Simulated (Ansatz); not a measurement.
## Single-point calculation of C (part 2 of 2)

C (defect cell, 63 atoms in the cell); DFT PBE, scalar-relativistic, plane waves, PAW, spin-polarised (Ansatz 0.2.0); cutoff 420 eV, 3×3×3 k-mesh, Gaussian smearing of 0.05 eV, collinear spins. The structure derives from an entry of the Crystallography Open Database.

The program's output, continued:
```
--- Forces (eV/Å), atoms counted from 1 ---
  atom   1  C      0.00177385     0.00000638    -0.00488706
  atom   2  C     -0.00424846    -0.00448866     0.00258758
  atom   3  C     -0.00069716     0.00036214     0.00096277
  atom   4  C     -0.00288448    -0.00882970    -0.00408724
  atom   5  C      0.00003029    -0.00048802     0.00144251
  atom   6  C      0.00074809     0.00002615     0.00145048
  atom   7  C      0.00040324    -0.00031876    -0.00017542
  atom   8  C     -0.00388283     0.00249194    -0.00630400
  atom   9  C      0.00092775    -0.00034585    -0.00613871
  atom  10  C      0.00138688    -0.00099029    -0.00287477
  atom  11  C     -0.00389957     0.00439646    -0.00198265
  atom  12  C      0.00006550     0.00020998    -0.00224776
  atom  13  C      0.00564873    -0.01728995    -0.00288842
  atom  14  C     -0.00558377    -0.00237573    -0.00053415
  atom  15  C      0.00059375     0.00117307     0.00114995
  atom  16  C      0.00782970    -0.00062475    -0.00024289
  atom  17  C      0.00069933     0.00058637    -0.00730992
  atom  18  C      0.02610457    -0.00446339    -0.00160008
  atom  19  C     -0.00501489     0.00233407    -0.00670294
  atom  20  C      0.00914545     0.00262632    -0.00053382
  atom  21  C      0.00082086    -0.00000799    -0.00456444
  atom  22  C      0.00545685     0.00387299    -0.00340085
  atom  23  C      0.00012008     0.00073645    -0.00100109
  atom  24  C      0.00138598    -0.00233830     0.00123901
  atom  25  C      0.01340710    -0.01059622    -0.00484312
  atom  26  C      0.00020573     0.00059615     0.00081626
  atom  27  C      0.00645783     0.00064155    -0.00330821
  atom  28  C      0.00083960     0.00011766    -0.00350865
  atom  29  C      0.00055523     0.00108651     0.00014083
  atom  30  C      0.00030333     0.00077848     0.00228919
  atom  31  C      0.00336509     0.00114172    -0.00533019
  atom  32  C     -0.00199107    -0.00010431    -0.00269899
  atom  33  C     -0.02399106    -0.00097973    -0.00146156
  atom  34  C     -0.01036038     0.00702666     0.00477401
  atom  35  C      0.01869169     0.00894630    -0.00584597
  atom  36  C     -0.00142634     0.00072966     0.00259761
  atom  37  C      0.00202307     0.00491924    -0.00334909
  atom  38  C     -0.00040694    -0.00010623     0.00142706
  atom  39  C     -0.00154072     0.00055545    -0.00100094
  atom  40  C      0.01370764     0.00263352    -0.00409023
  atom  41  C     -0.00090666     0.00069271     0.00450870
  atom  42  C      0.00806046     0.00498452     0.00511578
  atom  43  C     -0.00147040    -0.00018677     0.00791297
  atom  44  C     -0.00137074     0.00001516     0.00043755
  atom  45  C     -0.00128515     0.00050953     0.00408962
  atom  46  C     -0.00328269    -0.00065473     0.00029180
  atom  47  C     -0.00153621     0.00107787     0.00249065
  atom  48  C      0.00182466    -0.00560869     0.00377669
  atom  49  C     -0.00109430     0.00051250    -0.00109474
  atom  50  C     -0.00112378     0.00003716     0.00419722
  atom  51  C      0.00551183     0.00039629     0.00194232
  atom  52  C     -0.00136541    -0.00086816     0.00255384
  atom  53  C     -0.00870551     0.00568300     0.00825984
  atom  54  C     -0.00697232     0.00352298    -0.00052200
  atom  55  C     -0.00158127    -0.00107669     0.00207192
  atom  56  C     -0.00620679     0.00031057     0.00263970
  atom  57  C     -0.00389311     0.00641566     0.00415166
  atom  58  C     -0.01203802    -0.00700802     0.00404776
  atom  59  C     -0.00085182    -0.00090736     0.00049460
  atom  60  C     -0.01196151     0.00599193     0.00785139
  atom  61  C     -0.00105985    -0.00102114     0.00362165
  atom  62  C     -0.00475308    -0.00515156     0.00004947
  atom  63  C     -0.00070807    -0.00131082     0.00314657
  max |Σ_I F_I| component: 3.27e-6 eV/Å
--- Band table (eV; the first three rows and the last of 28) ---
  k-point 0 ↑: bands = ["-12.8156", "-12.4548", "-11.3304", "-11.3131", "-11.2951", "-11.2858", "-11.2848", "-11.2758", "-11.1911", "-11.1670", "-11.1237", "-11.0516", "-10.9454", "-10.3076", "-8.5102", "-8.4994", "-8.4841", "-8.4722", "-8.4603", "-8.4353", "-8.2809", "-8.2591", "-8.2163", "-8.1709", "-8.0733", "-7.7557", "-7.4691", "-7.4550", "-7.4407", "-7.3214", "-7.1750", "-6.6808", "-6.4508", "-6.4467", "-6.4399", "-6.1940", "-6.0229", "-5.2263", "-3.7008", "-3.6961", "-3.6916", "-3.6909", "-3.6901", "-3.6878", "-3.5810", "-3.5597", "-3.4953", "-3.3306", "-3.2810", "-2.3410", "-2.1524", "-2.1508", "-2.1504", "-2.1489", "-2.1471", "-2.1411", "-2.0487", "-1.9805", "-1.9125", "-1.6323", "-1.5147", "-1.4871", "-1.4518", "-0.6270", "-0.5997", "-0.5860", "-0.5776", "-0.5765", "-0.5755", "-0.5278", "-0.4833", "-0.3544", "-0.0692", "0.1394", "0.3053", "0.4114", "0.4158", "0.4168", "0.4766", "0.4954", "0.5118", "0.5567", "0.5676", "0.6023", "0.7558", "1.0034", "1.0850", "1.3814", "1.4011", "1.4068", "1.4640", "1.4976", "1.7823", "1.8000", "1.8002", "1.8019", "1.8022", "1.8050", "1.8107", "1.9164", "1.9309", "1.9592", "2.0710", "2.3804", "3.3790", "3.4123", "3.4337", "3.4338", "3.4623", "3.4690", "3.5169", "3.7193", "3.8377", "3.8436", "4.1728", "4.2056", "4.3303", "4.8609", "4.8639", "4.8860", "4.8972", "4.9224", "4.9253", "4.9709", "5.0071", "6.3740", "6.5438", "8.2213", "8.2532", "8.3579", "8.3628", "8.9102", "8.9764", "9.0155", "9.3961", "9.4548", "9.4607", "9.5214", "9.5303", "9.7245", "9.9930", "10.0624", "10.0714", "10.1836", "10.1903", "11.2475", "11.9801", "13.7172", "13.7652"]
  k-point 1 ↑: bands = ["-12.6481", "-12.3390", "-12.1096", "-11.7771", "-11.5973", "-11.5932", "-11.4291", "-11.3343", "-10.6624", "-10.6408", "-10.3878", "-10.2969", "-10.1404", "-9.8496", "-9.7165", "-9.6622", "-9.4137", "-9.1368", "-8.7324", "-8.4265", "-8.3264", "-8.2801", "-8.0865", "-8.0369", "-7.8749", "-7.8447", "-7.6207", "-7.3046", "-7.0200", "-6.9856", "-6.7512", "-6.2163", "-5.7634", "-5.7626", "-5.4703", "-5.3161", "-5.1457", "-5.1254", "-4.9895", "-4.9228", "-4.7836", "-4.5790", "-4.5783", "-4.3366", "-4.2222", "-3.3746", "-2.8581", "-2.8578", "-2.8046", "-2.7366", "-2.7306", "-2.6515", "-2.6413", "-2.3877", "-2.2964", "-1.8875", "-1.6687", "-1.6563", "-1.3947", "-1.3870", "-1.2275", "-1.2266", "-0.9915", "-0.9144", "-0.6445", "-0.6435", "-0.6315", "-0.4022", "-0.3399", "-0.0737", "-0.0712", "0.0757", "0.2399", "0.4168", "0.4189", "0.4229", "0.4289", "0.4717", "0.5131", "0.5361", "0.5857", "0.7565", "0.7665", "0.8747", "0.8772", "0.9033", "0.9042", "1.0443", "1.0685", "1.0968", "1.2393", "1.2689", "1.5313", "1.5775", "1.7977", "1.7987", "1.8715", "2.0848", "2.0872", "2.1587", "2.3065", "2.3953", "2.4379", "2.5541", "2.6920", "2.6961", "3.1342", "3.1858", "3.2422", "3.4999", "3.5273", "3.5902", "3.6062", "3.6382", "3.7444", "3.9284", "3.9606", "4.2878", "4.8637", "4.8884", "4.9160", "5.0323", "5.1117", "5.6199", "6.0071", "6.2759", "6.5405", "7.9575", "8.1371", "8.3017", "8.5061", "8.6287", "8.7312", "8.8416", "9.1135", "9.1604", "9.3063", "9.3574", "9.4789", "9.6929", "9.9490", "10.5398", "11.0715", "11.2707", "11.5287", "11.5987", "11.6815", "12.1497", "12.3998"]
  k-point 2 ↑: bands = ["-12.6445", "-12.3106", "-12.1306", "-11.8648", "-11.5971", "-11.5929", "-11.4461", "-11.1777", "-10.6769", "-10.6381", "-10.4490", "-10.2651", "-10.1393", "-9.8045", "-9.7325", "-9.6671", "-9.4746", "-9.2052", "-8.7329", "-8.4925", "-8.3148", "-8.2894", "-8.0168", "-7.9518", "-7.8738", "-7.8346", "-7.5791", "-7.2112", "-7.0321", "-6.9823", "-6.8284", "-6.2727", "-5.7645", "-5.7633", "-5.5328", "-5.2913", "-5.1371", "-5.1244", "-4.9522", "-4.9153", "-4.7477", "-4.5804", "-4.5789", "-4.3885", "-4.3436", "-3.4313", "-2.8596", "-2.8589", "-2.8113", "-2.7383", "-2.6603", "-2.6496", "-2.5637", "-2.3679", "-2.1286", "-1.9218", "-1.6667", "-1.6578", "-1.3832", "-1.2944", "-1.2263", "-1.2198", "-1.0465", "-0.8638", "-0.6459", "-0.6443", "-0.6401", "-0.5733", "-0.4220", "-0.0735", "-0.0701", "-0.0086", "0.1503", "0.3829", "0.4188", "0.4228", "0.4259", "0.4874", "0.4985", "0.5772", "0.7210", "0.7295", "0.7782", "0.9033", "0.9052", "0.9290", "0.9425", "1.0558", "1.0756", "1.1425", "1.2071", "1.2786", "1.4715", "1.5438", "1.8005", "1.8024", "1.8736", "2.0687", "2.0929", "2.1707", "2.3012", "2.3573", "2.4295", "2.5426", "2.6923", "2.6985", "3.1249", "3.1899", "3.2839", "3.4954", "3.4982", "3.5912", "3.6006", "3.6449", "3.7540", "3.8980", "3.9922", "4.2814", "4.8731", "4.9310", "4.9652", "5.0464", "5.0849", "5.5945", "5.9440", "6.4108", "6.5696", "8.0263", "8.1071", "8.1525", "8.5545", "8.6249", "8.7015", "8.8212", "9.0499", "9.1338", "9.2988", "9.3455", "9.4523", "9.6181", "10.0746", "10.5804", "11.0955", "11.2943", "11.5215", "11.5994", "11.7232", "12.1154", "12.3711"]
  k-point 13 ↓: bands = ["-12.5791", "-12.3438", "-12.1384", "-11.8161", "-11.6373", "-11.6006", "-11.3502", "-11.1035", "-10.6828", "-10.6409", "-10.3894", "-10.2466", "-10.1244", "-9.6980", "-9.6683", "-9.6620", "-9.4938", "-9.1692", "-8.7438", "-8.3964", "-8.2786", "-8.2772", "-8.0106", "-7.9510", "-7.8709", "-7.8251", "-7.5070", "-7.1451", "-6.9913", "-6.9889", "-6.8156", "-6.1690", "-5.7720", "-5.7612", "-5.4642", "-5.2331", "-5.1347", "-5.1237", "-4.9236", "-4.8989", "-4.7067", "-4.5865", "-4.5725", "-4.3287", "-4.2530", "-3.3177", "-2.8615", "-2.8592", "-2.7937", "-2.7080", "-2.6573", "-2.6468", "-2.5340", "-2.3147", "-2.0618", "-1.8491", "-1.6628", "-1.6606", "-1.2492", "-1.2262", "-1.2000", "-1.0005", "-0.8291", "-0.7837", "-0.7073", "-0.6441", "-0.6422", "-0.5178", "-0.3775", "-0.3400", "-0.0709", "-0.0687", "-0.0610", "0.0602", "0.1004", "0.2067", "0.4249", "0.4268", "0.5313", "0.5804", "0.7669", "0.8994", "0.9050", "0.9601", "0.9703", "0.9965", "1.0574", "1.0860", "1.1787", "1.2879", "1.3791", "1.5209", "1.5361", "1.5440", "1.7517", "1.7991", "1.8027", "1.9335", "2.3599", "2.6284", "2.6443", "2.6599", "2.6946", "2.7311", "2.7667", "2.9622", "2.9971", "3.1262", "3.1866", "3.2430", "3.4218", "3.4631", "3.4980", "3.9929", "4.0373", "4.1019", "4.1397", "4.2930", "4.4835", "4.6322", "4.8911", "5.2154", "5.4726", "5.4804", "5.6027", "6.7409", "8.1285", "8.1653", "8.2886", "8.4319", "8.4711", "8.6198", "8.8069", "8.9056", "9.1480", "9.1876", "9.3276", "9.3857", "9.5138", "9.7859", "10.2144", "10.7310", "11.2097", "11.3383", "11.6650", "11.8059", "11.9681", "12.2114", "12.4186"]
--- Löwdin populations: 63 sites ---
  site symbol       q [e]    m [muB]
     0      C      3.9635    -0.0024
     1      C      3.9719    -0.0223
     2      C      3.9635    -0.0024
     3      C      3.9767    -0.0520
     4      C      3.9616    -0.0027
     5      C      3.9639    -0.0026
     6      C      3.9611    -0.0028
     7      C      3.9714    -0.0195
     8      C      3.9613    -0.0026
     9      C      3.9615    -0.0026
    10      C      3.9680    -0.0221
    11      C      3.9652    -0.0032
    12      C      3.9767    -0.0520
    13      C      3.9661    -0.0136
    14      C      3.9656    -0.0031
    15      C      3.9662    -0.0136
    16      C      3.9614    -0.0023
    17      C      3.9647    -0.0092
    18      C      3.9719    -0.0224
    19      C      3.9680    -0.0221
    20      C      3.9652    -0.0032
    21      C      3.9646    -0.0195
    22      C      3.9664    -0.0029
    23      C      3.9726    -0.0237
    24      C      3.9647    -0.0093
    25      C      3.9651    -0.0034
    26      C      3.9654    -0.0124
    27      C      3.9614    -0.0022
    28      C      3.9655    -0.0031
    29      C      3.9651    -0.0034
    30      C      3.9654    -0.0124
    31      C      3.9543     0.0041
    32      C      3.9979     0.1336
    33      C      3.9956     0.9335
    34      C      3.9979     0.1348
    35      C      3.9571     0.0031
    36      C      3.9662     0.0215
    37      C      3.9543     0.0041
    38      C      3.9572     0.0032
    39      C      3.9643     0.0780
    40      C      3.9573     0.0032
    41      C      3.9600     0.0645
    42      C      3.9573     0.0032
    43      C      3.9540     0.0035
    44      C      3.9571     0.0031
    45      C      3.9661     0.0216
    46      C      3.9530     0.0072
    47      C      3.9677     0.0439
    48      C      3.9570     0.0029
    49      C      3.9572     0.0032
    50      C      3.9671     0.0639
    51      C      3.9587     0.0040
    52      C      3.9600     0.0644
    53      C      3.9634     0.0273
    54      C      3.9581     0.0029
    55      C      3.9634     0.0273
    56      C      3.9643     0.0779
    57      C      3.9671     0.0638
    58      C      3.9587     0.0040
    59      C      3.9681     0.0608
    60      C      3.9585     0.0040
    61      C      3.9639     0.0483
    62      C      3.9580     0.0029
  spilling = 0.008761 (of n_electrons = 252.000000)
--- Band densities, each state counted as filled ---
  window                                       electrons  max residual (eV)  cut levels
  e_range: [-0.25, 0.25]             1.000000 + 1.222222             1.6e-4           0
  e_range: [-1.2, 0]                 3.333333 + 1.814815             4.1e-6           0
  e_range: [0, 1.2]                  0.666667 + 1.259259             1.6e-4           0
```

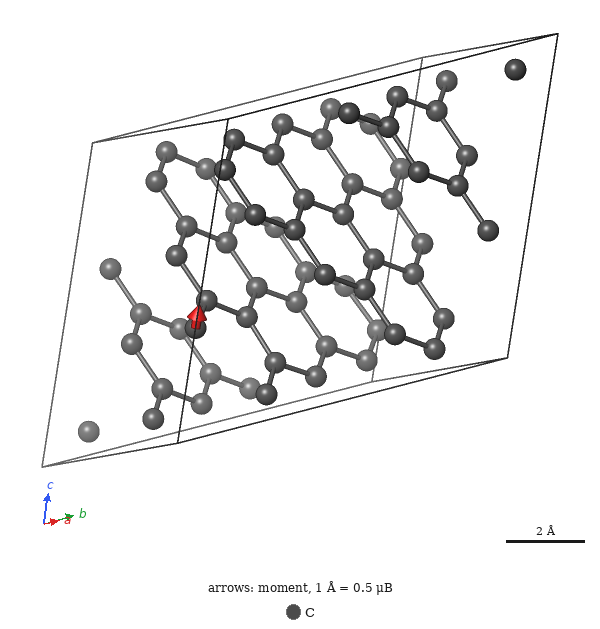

*Magnetic moments of the sites as red arrows (ball-and-stick view of the cell of the calculation, seen at an oblique angle); small moments hardly show. The run is collinear, so the axis drawn is arbitrary.*

Site moments: C34 (0.33 μB); C33, C35 (0.05 μB). They are counted near the atoms and needn't add up to the moment of the cell. Atoms are counted from 1 in the order of the input.

Summary:

| quantity | value |
| --- | --- |
| outcome | converged |
| electrons treated | 252 |
| free energy | −15800.6366 eV |
| Fermi energy | 6.708 eV |
| gap on the k-point mesh | none (metallic) |
| net moment of the cell | 1.57 μB |
| integrated absolute moment | 2.07 μB |
| largest force (length of the vector) | 0.027 eV/Å |
| wall time | 4 min (CPU time 14 min) |
| peak memory | 2.7 GiB |

Notes on the run: the state was not tested for a lower one.
